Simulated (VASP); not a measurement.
# GaN with LDA: from relaxation to properties, part 3 of 6

What structure and properties does LDA give GaN, and how near are they to the measured ones? The start is a cell from a database of measured crystal structures.

VASP 6.6.1, plane waves and PAW; the level of theory is named at each step.

So far, gap on the k-mesh (eV): step 2 (full relaxation (LDA)) 2.11. The relaxed cell has a = 3.157, c = 5.148 Å (conventional setting).

The database entry behind the starting cell differs from later determinations by our own check (about 0.3 % short, ideal inner coordinate), so it need not match the best structure at ambient conditions.

## 6. Total and projected DOS (LDA)

Level of this step: LDA; plane waves and PAW (Ga_d, N) (VASP).

Here the states are counted by energy and projected on the atoms. The mesh is finer than in the run before.

INCAR

```
SYSTEM = GaN
PREC = Accurate
ENCUT = 520
EDIFF = 1E-06
NELM = 100
ISMEAR = -5
SIGMA = 0.05
LREAL = .FALSE.
ALGO = Normal
GGA = CA
NBANDS = 32
LORBIT = 11
LWAVE = .FALSE.
LCHARG = .FALSE.
KPAR = 4
NEDOS = 2001
```

POSCAR

```
GaN
1.0
    3.1572096375      0.0000000000      0.0000000000
   -1.5786048187      2.7342237511      0.0000000000
    0.0000000000      0.0000000000      5.1484463603
Ga N
2 2
Direct
    0.3333333333      0.6666666667      0.9993965707
    0.6666666667      0.3333333333      0.4993965707
    0.3333333333      0.6666666667      0.3756034293
    0.6666666667      0.3333333333      0.8756034293
```

KPOINTS

```
Automatic mesh
0
Gamma
14 14 8
0 0 0
```

Potentials, in the order of the species: Ga_d and N (LDA family, release 64).

Started as:

```
> mpirun -np 4 vasp_std
```

What it wrote:

```text
[... set-up lines as in an earlier step ...]
 entering main loop
       N       E                     dE             d eps       ncg     rms          rms(c)
DAV:   1     0.292317034741E+03    0.29232E+03   -0.16270E+04  9496   0.210E+03
DAV:   2     0.858593841844E+01   -0.28373E+03   -0.26023E+03  7768   0.494E+02
DAV:   3    -0.308770266476E+02   -0.39463E+02   -0.38814E+02  9104   0.127E+02
DAV:   4    -0.320426353942E+02   -0.11656E+01   -0.11643E+01  8768   0.241E+01
DAV:   5    -0.320595251228E+02   -0.16890E-01   -0.16889E-01  9424   0.294E+00    0.108E+01
DAV:   6    -0.279682572875E+02    0.40913E+01   -0.70069E+00 12744   0.412E+01    0.327E+00
DAV:   7    -0.279713055311E+02   -0.30482E-02   -0.10104E+00  8408   0.684E+00    0.255E+00
DAV:   8    -0.279326223240E+02    0.38683E-01   -0.20330E-01 11488   0.351E+00    0.151E+00
DAV:   9    -0.279104049853E+02    0.22217E-01   -0.41769E-02 11872   0.276E+00    0.429E-01
DAV:  10    -0.279111388221E+02   -0.73384E-03   -0.52656E-03  9536   0.500E-01    0.238E-01
DAV:  11    -0.279108324614E+02    0.30636E-03   -0.10014E-03 12480   0.563E-01    0.101E-01
DAV:  12    -0.279108460144E+02   -0.13553E-04   -0.15751E-04  8392   0.659E-02    0.110E-01
DAV:  13    -0.279108816083E+02   -0.35594E-04   -0.18986E-05  9576   0.412E-02    0.164E-01
DAV:  14    -0.279111485670E+02   -0.26696E-03   -0.25762E-04 10272   0.120E-01    0.375E-01
DAV:  15    -0.279109608830E+02    0.18768E-03   -0.84172E-05  9760   0.772E-02    0.251E-01
DAV:  16    -0.279108329897E+02    0.12789E-03   -0.22442E-04  9984   0.104E-01    0.439E-02
DAV:  17    -0.279108314147E+02    0.15750E-05   -0.29834E-05 10560   0.293E-02    0.112E-02
DAV:  18    -0.279108315749E+02   -0.16023E-06   -0.63866E-07  4720   0.514E-03
   1 F= -.27910832E+02 E0= -.27910832E+02  d E =0.000000E+00
```

Run time: 81 s. Hardware: 4 MPI ranks of AMD EPYC 7R43, shared host; peak memory 0.8 GiB.

Parts of OUTCAR (step 6):

```text
   k-points           NKPTS =    120   k-points in BZ     NKDIM =    120   number of bands    NBANDS=     32

   NELECT =      36.0000    total number of electrons

 E-fermi :   5.3958

 k-point     1 :       0.0000    0.0000    0.0000
  band No.  band energies     occupation
    ...
     14       4.3031      2.00000
     15       4.3031      2.00000
     16       5.3234      2.00000
     17       5.3805      2.00000
     18       5.3805      2.00000
     19       7.4878      0.00000
     20       9.7313      0.00000
     21      14.5628      0.00000
     22      15.2529      0.00000
     23      15.2529      0.00000
    ...

  Total        0.0066632      0.0066632      0.0108220      0.0000000      0.0000000      0.0000000
  in kB        0.2402048      0.2402048      0.3901258      0.0000000      0.0000000      0.0000000
  external PRESSURE =       0.2901785 kB  Pullay stress =       0.0000000 kB

 POSITION                                       TOTAL-FORCE (eV/Angst)
 -----------------------------------------------------------------------------------
     -0.00000      1.82282      5.14534        -0.000000      0.000000     -0.009969
      1.57860      0.91141      2.57112         0.000000     -0.000000     -0.009969
     -0.00000      1.82282      1.93377         0.000000      0.000000      0.009969
      1.57860      0.91141      4.50800        -0.000000      0.000000      0.009969
 -----------------------------------------------------------------------------------
    total drift:                               -0.000001     -0.000001      0.000685

  FREE ENERGIE OF THE ION-ELECTRON SYSTEM (eV)
  ---------------------------------------------------
  free  energy   TOTEN  =       -27.9108315749 eV

  energy  without entropy=      -27.9108315749  energy(sigma->0) =      -27.91083157

[... 8 parts as in an earlier step ...]

[... 8 further parts left out ...]
```

Numbers from this step:

```
irreducible k-points : 120
Fermi energy         : 5.396 eV
pressure             : 0.02902 GPa
```

The density of states has structure finer than the step of the table below, so its rows give means over 2 eV, whole bins alone (the curve runs from -12.0 to 10.0 eV). Peaks (eV: height): total -11.3: 3.17, -1.6: 3.90, 8.2: 4.18, 9.8: 3.40; N p -6.1: 0.738, -1.6: 1.99, 8.2: 1.20; Ga p -1.6: 0.612, 5.3: 0.312, 8.2: 0.461, 9.8: 0.922; Ga d -11.3: 1.52, -1.6: 0.270, 8.0: 0.297, 9.7: 0.298; Ga s -6.1: 0.889, 6.0: 0.292, 8.2: 0.929, 9.7: 0.192.

States under -12.0 eV and over 10.0 eV are left out. Table of density of states by energy, zero at the valence-band top; means over each step; values in states/eV/cell:

```
energy (eV)   total      N p     Ga p    Ga d     Ga s      N s
        -10  4.8e-4        0   3.0e-5  2.3e-4   2.1e-6   1.5e-4
         -8  0.0107  0.00273  0.00117  1.5e-4  0.00267   1.2e-4
         -6    1.49    0.408    0.103  0.0597    0.431   0.0517
         -4    1.36    0.481    0.219  0.0718    0.117   0.0454
         -2    2.62     1.26    0.425   0.175   0.0496   0.0213
          0   0.504    0.287   0.0504  0.0535  0.00160  0.00119
          2  0.0108  0.00143   2.3e-4  4.8e-5  0.00205  0.00317
          4   0.574   0.0744   0.0706  0.0238   0.0841   0.0901
          6    1.52    0.237    0.201   0.113    0.218    0.122
          8    1.90    0.489    0.235   0.141    0.367   0.0300
```

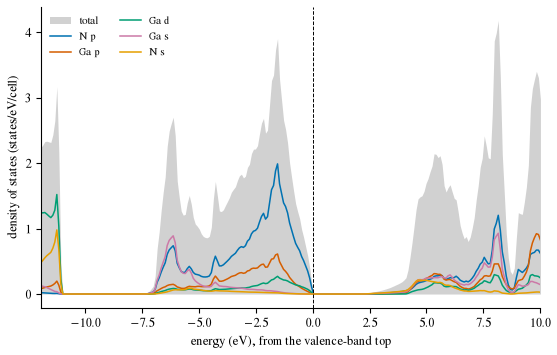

Density of states against energy.

The gap on this mesh is 2.11 eV. In the top eV of the valence band the largest shares in the PAW spheres are N p 57 %, Ga d 11 % and Ga p 10 %; in the lowest eV of the conduction band, N s 29 %, Ga s 19 % and N p 14 %. The rest lies in smaller channels or between the spheres.

## 7. Vibrations at Γ (LDA)

Zone-centre modes test whether the atoms sit at a minimum within this cell. IBRION = 8 takes the force constants from linear response, which needs tightly converged orbitals.

INCAR

```
SYSTEM = GaN
PREC = Accurate
ENCUT = 520
EDIFF = 1E-08
NELM = 100
ISMEAR = 0
SIGMA = 0.05
LREAL = .FALSE.
ALGO = Normal
GGA = CA
NBANDS = 24
LORBIT = 11
LWAVE = .FALSE.
LCHARG = .FALSE.
KPAR = 4
IBRION = 8
LEPSILON = .TRUE.
ISIF = 2
```

POSCAR is that of step 6.

KPOINTS

```
Automatic mesh
0
Gamma
16 16 9
0 0 0
```

Started as:

```
> mpirun -np 4 vasp_std
```

What it wrote:

```text
[... set-up lines as in an earlier step ...]
 entering main loop
       N       E                     dE             d eps       ncg     rms          rms(c)
DAV:   1     0.271335141803E+03    0.27134E+03   -0.18176E+04  7728   0.282E+03
DAV:   2     0.205353318932E+00   -0.27113E+03   -0.25873E+03  8032   0.517E+02
DAV:   3    -0.311651311323E+02   -0.31370E+02   -0.31131E+02  8520   0.142E+02
DAV:   4    -0.320429938847E+02   -0.87786E+00   -0.87628E+00  8920   0.266E+01
DAV:   5    -0.320593018113E+02   -0.16308E-01   -0.16304E-01  8592   0.331E+00    0.108E+01
DAV:   6    -0.279346980821E+02    0.41246E+01   -0.12840E+01 12424   0.549E+01    0.315E+00
DAV:   7    -0.279714645562E+02   -0.36766E-01   -0.13778E+00  7944   0.900E+00    0.259E+00
DAV:   8    -0.279335361760E+02    0.37928E-01   -0.28241E-01 12168   0.619E+00    0.113E+00
DAV:   9    -0.279103016580E+02    0.23235E-01   -0.85534E-02 12200   0.465E+00    0.327E-01
DAV:  10    -0.279110922702E+02   -0.79061E-03   -0.55521E-03  7944   0.599E-01    0.132E-01
DAV:  11    -0.279108343641E+02    0.25791E-03   -0.14019E-03 11544   0.683E-01    0.447E-02
DAV:  12    -0.279108501004E+02   -0.15736E-04   -0.14935E-04  7672   0.805E-02    0.576E-02
DAV:  13    -0.279108553337E+02   -0.52332E-05   -0.37767E-06 10952   0.144E-02    0.657E-02
DAV:  14    -0.279108431734E+02    0.12160E-04   -0.77550E-06 11352   0.398E-02    0.448E-02
DAV:  15    -0.279108394738E+02    0.36996E-05   -0.29309E-06 11424   0.147E-02    0.357E-02
DAV:  16    -0.279108359058E+02    0.35680E-05   -0.29093E-06 12032   0.161E-02    0.234E-02
DAV:  17    -0.279108334845E+02    0.24213E-05   -0.40692E-06 12520   0.218E-02    0.969E-03
DAV:  18    -0.279108331618E+02    0.32268E-06   -0.15152E-06 11352   0.104E-02    0.179E-03
DAV:  19    -0.279108331600E+02    0.18808E-08   -0.11554E-07  9848   0.262E-03    0.591E-04
DAV:  20    -0.279108331618E+02   -0.18672E-08   -0.20211E-08  5576   0.150E-03
   1 F= -.27910833E+02 E0= -.27910833E+02  d E =-.742718E-13
 Linear response reoptimize wavefunctions to high precision
DAV:   1    -0.279108331655E+02   -0.37180E-08   -0.12119E-08  8744   0.806E-04
DAV:   2    -0.279108331656E+02   -0.10004E-10   -0.12941E-10  3840   0.882E-05
 Linear response G [H, r] |phi>, progress :
  Direction:   1
       N       E                     dE             d eps       ncg     rms
RMM:   1    -0.904603143040E+02   -0.90460E+02    0.10074E+02  8625   0.348E+02
RMM:   2    -0.853695451028E+02    0.50908E+01   -0.25352E+02 12952   0.855E+01
RMM:   3    -0.890073335997E+02   -0.36378E+01   -0.22088E+01 14656   0.285E+01
RMM:   4    -0.891401807548E+02   -0.13285E+00   -0.17602E+00 15011   0.665E+00
RMM:   5    -0.891593343482E+02   -0.19154E-01   -0.18503E-01 15107   0.183E+00
RMM:   6    -0.891570773501E+02    0.22570E-02   -0.79193E-03 15223   0.640E-01
RMM:   7    -0.891594746639E+02   -0.23973E-02   -0.93088E-03 15409   0.227E-01
RMM:   8    -0.891586653904E+02    0.80927E-03    0.22020E-03 15441   0.892E-02
RMM:   9    -0.891590497128E+02   -0.38432E-03   -0.10506E-03 15785   0.356E-02
RMM:  10    -0.891589035018E+02    0.14621E-03    0.51222E-04 15448   0.148E-02
RMM:  11    -0.891589707583E+02   -0.67257E-04   -0.13867E-04 15376   0.652E-03
RMM:  12    -0.891589489065E+02    0.21852E-04    0.83418E-05 14687   0.325E-03
RMM:  13    -0.891589590448E+02   -0.10138E-04   -0.17037E-05 13947   0.179E-03
RMM:  14    -0.891589584844E+02    0.56045E-06   -0.10793E-05 12142   0.125E-03
RMM:  15    -0.891589590130E+02   -0.52860E-06   -0.13711E-05 10544   0.995E-04
RMM:  16    -0.891589578166E+02    0.11963E-05   -0.26409E-05  9492   0.923E-04
RMM:  17    -0.891589580942E+02   -0.27758E-06   -0.23177E-05  8374   0.872E-04
RMM:  18    -0.891589570874E+02    0.10068E-05    0.34238E-05  7564   0.860E-04
RMM:  19    -0.891589587158E+02   -0.16284E-05   -0.34187E-05  7024   0.855E-04
 Linear response G [H, r] |phi>, progress :
  Direction:   2
       N       E                     dE             d eps       ncg     rms
RMM:   1    -0.883147930744E+02   -0.88315E+02    0.18834E+01  8745   0.339E+02
RMM:   2    -0.938442273312E+02   -0.55294E+01   -0.21441E+02 13120   0.836E+01
RMM:   3    -0.991566723120E+02   -0.53124E+01   -0.20422E+01 14657   0.278E+01
RMM:   4    -0.993672827373E+02   -0.21061E+00   -0.16316E+00 14823   0.645E+00
RMM:   5    -0.993873357278E+02   -0.20053E-01   -0.16859E-01 15126   0.180E+00
RMM:   6    -0.993887684179E+02   -0.14327E-02   -0.16784E-02 15112   0.631E-01
RMM:   7    -0.993901486103E+02   -0.13802E-02   -0.59700E-03 15350   0.219E-01
RMM:   8    -0.993899267103E+02    0.22190E-03   -0.44514E-05 15358   0.859E-02
RMM:   9    -0.993900372884E+02   -0.11058E-03   -0.48205E-04 15779   0.342E-02
RMM:  10    -0.993900068867E+02    0.30402E-04   -0.61307E-05 15285   0.139E-02
RMM:  11    -0.993900067344E+02    0.15225E-06   -0.36236E-05 15163   0.607E-03
RMM:  12    -0.993900019884E+02    0.47460E-05    0.15299E-05 14515   0.296E-03
RMM:  13    -0.993900034592E+02   -0.14708E-05    0.18485E-06 13628   0.164E-03
RMM:  14    -0.993900028672E+02    0.59197E-06    0.87497E-06 11756   0.113E-03
RMM:  15    -0.993900029946E+02   -0.12738E-06    0.20540E-05 10276   0.916E-04
RMM:  16    -0.993900029834E+02    0.11215E-07    0.23518E-05  9104   0.831E-04
RMM:  17    -0.993900032164E+02   -0.23303E-06    0.32068E-05  8022   0.787E-04
RMM:  18    -0.993900032907E+02   -0.74255E-07   -0.89660E-06  7335   0.783E-04
RMM:  19    -0.993900031119E+02    0.17873E-06    0.23667E-05  6965   0.771E-04
 Linear response G [H, r] |phi>, progress :
  Direction:   3
       N       E                     dE             d eps       ncg     rms
 LRF_COMMUTATOR internal error: the vector H(1)-e(1) S(1) |phi(0)> is not orthog
 onal to |phi(0)> (1.229364621398721E-004,-1.146652217620669E-014)
 LRF_COMMUTATOR internal error: the vector H(1)-e(1) S(1) |phi(0)> is not orthog
 onal to |phi(0)> (1.262090985048592E-004,1.207367539279858E-015)
 LRF_COMMUTATOR internal error: the vector H(1)-e(1) S(1) |phi(0)> is not orthog
 onal to |phi(0)> (1.136218308954440E-004,6.297046217795810E-015)
 LRF_COMMUTATOR internal error: the vector H(1)-e(1) S(1) |phi(0)> is not orthog
 onal to |phi(0)> (-1.415708785354672E-004,1.081773559619137E-014)
 LRF_COMMUTATOR internal error: the vector H(1)-e(1) S(1) |phi(0)> is not orthog
 onal to |phi(0)> (-1.472093320471698E-004,-9.304362835749203E-014)
 LRF_COMMUTATOR internal error: the vector H(1)-e(1) S(1) |phi(0)> is not orthog
 onal to |phi(0)> (-1.449685305214554E-004,1.643130076445232E-014)
 LRF_COMMUTATOR internal error: the vector H(1)-e(1) S(1) |phi(0)> is not orthog
 onal to |phi(0)> (-1.480072625819617E-004,-7.719519468096792E-014)
[...]
RMM:   3    -0.597460212327E+00    0.60913E-03   -0.26973E-02 13790   0.840E-01    0.673E-01
RMM:   4    -0.613752036952E+00   -0.16292E-01   -0.11312E-02 14125   0.733E-01    0.466E-02
RMM:   5    -0.614439482091E+00   -0.68745E-03   -0.95708E-04 14391   0.191E-01    0.370E-02
RMM:   6    -0.614682839998E+00   -0.24336E-03   -0.10478E-04 13758   0.514E-02    0.106E-02
RMM:   7    -0.615064814480E+00   -0.38197E-03   -0.21945E-05 14168   0.211E-02    0.235E-03
RMM:   8    -0.615045886598E+00    0.18928E-04   -0.71266E-06 14786   0.633E-03    0.701E-04
RMM:   9    -0.615054431709E+00   -0.85451E-05   -0.28829E-06 14228   0.223E-03    0.304E-04
RMM:  10    -0.615059161624E+00   -0.47299E-05   -0.86001E-07 14470   0.101E-03    0.144E-04
RMM:  11    -0.615054841966E+00    0.43197E-05   -0.16560E-07 14377   0.354E-04    0.321E-05
RMM:  12    -0.615054387630E+00    0.45434E-06   -0.59878E-08 11458   0.125E-04    0.530E-06
 change of polarisation eV/A/(eV/A) component  3 :    -0.137    -0.108     1.169
 dielectric tensor                  component  3 :    -0.557    -0.441     5.761
 Linear response DOF=           4
 Linear response progress:
  Degree of freedom:   1/  4
       N       E                     dE             d eps       ncg     rms          rms(c)
RMM:   1    -0.164531914371E+00   -0.16453E+00    0.26871E-01 74419   0.829E+00
RMM:   2    -0.161723017874E+00    0.28089E-02   -0.46454E-02105839   0.163E+00    0.571E-02
RMM:   3    -0.161928631814E+00   -0.20561E-03   -0.31529E-03110203   0.400E-01    0.346E-02
RMM:   4    -0.161591216980E+00    0.33741E-03   -0.25748E-04113820   0.127E-01    0.476E-03
RMM:   5    -0.161572134969E+00    0.19082E-04   -0.26749E-05117078   0.411E-02    0.230E-03
RMM:   6    -0.161561706194E+00    0.10429E-04   -0.42210E-06117563   0.156E-02    0.535E-04
RMM:   7    -0.161561508116E+00    0.19808E-06    0.48631E-07119937   0.643E-03    0.293E-04
RMM:   8    -0.161560825499E+00    0.68262E-06    0.47969E-07118790   0.284E-03    0.266E-05
RMM:   9    -0.161560860011E+00   -0.34513E-07    0.57345E-07120750   0.136E-03    0.184E-05
RMM:  10    -0.161560769482E+00    0.90530E-07    0.36187E-07119404   0.694E-04    0.599E-06
RMM:  11    -0.161560772494E+00   -0.30122E-08    0.47802E-07121129   0.380E-04    0.283E-06
RMM:  12    -0.161560676293E+00    0.96201E-07    0.27284E-07119506   0.218E-04    0.151E-06
RMM:  13    -0.161560713456E+00   -0.37163E-07    0.21250E-07119330   0.132E-04    0.117E-06
RMM:  14    -0.161560713677E+00   -0.22087E-09    0.12537E-07115916   0.822E-05    0.992E-07
RMM:  15    -0.161560849355E+00   -0.13568E-06    0.84839E-08 96345   0.528E-05    0.108E-06
RMM:  16    -0.161560785548E+00    0.63807E-07    0.34146E-08 72179   0.351E-05    0.119E-06
 first order change of Fermi-energy   0.45933E-02
 force on displaced ion       1 direction 1 : -13.974   0.000  -0.000
 Born effective charge ion    1 direction 1 :   2.580  -0.000   0.000
 Linear response progress:
  Degree of freedom:   2/  4
       N       E                     dE             d eps       ncg     rms          rms(c)
RMM:   1    -0.180475943947E+00   -0.18048E+00    0.28650E-01 15129   0.845E+00
RMM:   2    -0.174653997958E+00    0.58219E-02   -0.46783E-02 20973   0.166E+00    0.928E-02
RMM:   3    -0.174657558220E+00   -0.35603E-05   -0.29547E-03 22442   0.424E-01    0.433E-02
RMM:   4    -0.174338581628E+00    0.31898E-03   -0.31075E-04 22821   0.133E-01    0.222E-02
RMM:   5    -0.174147867005E+00    0.19071E-03   -0.10140E-04 22806   0.600E-02    0.472E-03
RMM:   6    -0.174146094260E+00    0.17727E-05   -0.12077E-05 22273   0.206E-02    0.265E-03
RMM:   7    -0.174154592559E+00   -0.84983E-05   -0.21353E-05 23597   0.750E-03    0.737E-04
RMM:   8    -0.174155922166E+00   -0.13296E-05   -0.77050E-06 22090   0.311E-03    0.121E-04
RMM:   9    -0.174155723114E+00    0.19905E-06   -0.38329E-06 24518   0.130E-03    0.537E-05
RMM:  10    -0.174155348995E+00    0.37412E-06   -0.12699E-06 22867   0.508E-04    0.177E-05
RMM:  11    -0.174155371573E+00   -0.22577E-07   -0.14218E-06 23661   0.252E-04    0.617E-06
RMM:  12    -0.174155251150E+00    0.12042E-06   -0.20287E-07 22822   0.130E-04    0.253E-06
RMM:  13    -0.174155320730E+00   -0.69581E-07   -0.52927E-07 24053   0.700E-05    0.118E-06
RMM:  14    -0.174155181223E+00    0.13951E-06    0.17817E-08 23018   0.393E-05    0.385E-07
RMM:  15    -0.174155040078E+00    0.14114E-06   -0.18060E-07 21292   0.235E-05    0.228E-07
RMM:  16    -0.174155240745E+00   -0.20067E-06   -0.28262E-09 16865   0.150E-05    0.971E-08
 first order change of Fermi-energy  -0.13143E+01
 force on displaced ion       1 direction 3 :  -0.000   0.000 -20.991
 Born effective charge ion    1 direction 3 :  -0.000   0.000   2.716
 Linear response progress:
  Degree of freedom:   3/  4
       N       E                     dE             d eps       ncg     rms          rms(c)
RMM:   1    -0.238278787132E+00   -0.23828E+00    0.80300E-02133556   0.347E+00
RMM:   2    -0.227560441048E+00    0.10718E-01   -0.14404E-02 93612   0.107E+00    0.140E-01
RMM:   3    -0.228829486625E+00   -0.12690E-02   -0.18823E-03108464   0.315E-01    0.703E-02
RMM:   4    -0.230116176377E+00   -0.12867E-02   -0.52806E-04105915   0.139E-01    0.162E-02
RMM:   5    -0.230106666302E+00    0.95101E-05   -0.19736E-05108479   0.316E-02    0.845E-03
RMM:   6    -0.230076244819E+00    0.30421E-04   -0.25527E-06108578   0.112E-02    0.108E-03
RMM:   7    -0.230080138389E+00   -0.38936E-05   -0.98036E-08111803   0.270E-03    0.765E-04
RMM:   8    -0.230079876234E+00    0.26216E-06   -0.14341E-08107797   0.870E-04    0.827E-05
RMM:   9    -0.230079715819E+00    0.16041E-06    0.69078E-09113995   0.265E-04    0.396E-05
RMM:  10    -0.230079430802E+00    0.28502E-06   -0.26238E-09112521   0.834E-05    0.313E-06
RMM:  11    -0.230079415229E+00    0.15572E-07   -0.22512E-09114953   0.313E-05    0.130E-06
RMM:  12    -0.230079289128E+00    0.12610E-06   -0.80944E-10112318   0.132E-05    0.483E-07
RMM:  13    -0.230079450373E+00   -0.16124E-06   -0.24000E-09 95832   0.682E-06    0.210E-07
RMM:  14    -0.230079357738E+00    0.92635E-07    0.41636E-10 74165   0.462E-06    0.481E-08
 first order change of Fermi-energy   0.15942E-01
 force on displaced ion       3 direction 1 : -14.140   0.001   0.000
 Born effective charge ion    3 direction 1 :  -2.580  -0.000  -0.000
 Linear response progress:
  Degree of freedom:   4/  4
       N       E                     dE             d eps       ncg     rms          rms(c)
RMM:   1    -0.251317180681E+00   -0.25132E+00    0.13357E-01 29376   0.345E+00
RMM:   2    -0.242943611802E+00    0.83736E-02   -0.15995E-02 18960   0.118E+00    0.142E-01
RMM:   3    -0.243614418374E+00   -0.67081E-03   -0.29977E-03 20126   0.425E-01    0.667E-02
RMM:   4    -0.244509676379E+00   -0.89526E-03   -0.61123E-04 21721   0.175E-01    0.185E-02
RMM:   5    -0.244637568513E+00   -0.12789E-03   -0.74527E-05 21418   0.469E-02    0.798E-03
RMM:   6    -0.244690024644E+00   -0.52456E-04   -0.84148E-06 22000   0.166E-02    0.186E-03
RMM:   7    -0.244690194517E+00   -0.16987E-06   -0.30954E-06 20574   0.671E-03    0.749E-04
RMM:   8    -0.244685646318E+00    0.45482E-05   -0.10572E-06 21927   0.231E-03    0.253E-04
RMM:   9    -0.244685382681E+00    0.26364E-06    0.26874E-07 21875   0.822E-04    0.741E-05
RMM:  10    -0.244685335676E+00    0.47005E-07   -0.13104E-07 23046   0.250E-04    0.137E-05
RMM:  11    -0.244685476287E+00   -0.14061E-06   -0.29030E-08 22993   0.762E-05    0.396E-06
RMM:  12    -0.244685497158E+00   -0.20871E-07   -0.13489E-08 22593   0.315E-05    0.167E-06
RMM:  13    -0.244685451412E+00    0.45746E-07   -0.49503E-09 21839   0.165E-05    0.612E-07
RMM:  14    -0.244685606211E+00   -0.15480E-06   -0.40873E-09 21562   0.823E-06    0.197E-07
RMM:  15    -0.244685537640E+00    0.68572E-07    0.27002E-10 16970   0.533E-06    0.804E-08
 first order change of Fermi-energy   0.13143E+01
 force on displaced ion       3 direction 3 :   0.000   0.000 -18.750
 Born effective charge ion    3 direction 3 :  -0.000   0.000  -2.716
 Born effective charges drift removed
 Linear response finished
```

Run time: 50 min. Hardware: 4 MPI ranks; peak memory 8.6 GiB.

(Continued in part 4 of 6.)

[Lines on the potential files, build, host, timing and source positions are cut from VASP's logs without a mark.]

[Logs are printed without paths, hosts, clocks, repeated set-up lines and the standing remarks that a program may print on its own settings, such as how far it seeks lower states.]

[Hosts, paths, dates, database ids (printed as entryN), source tags and the programs' standing remarks are cut or masked in the printed files.]

[A measured line is paired with the nearest computed mode of its activity, which favours agreement.]
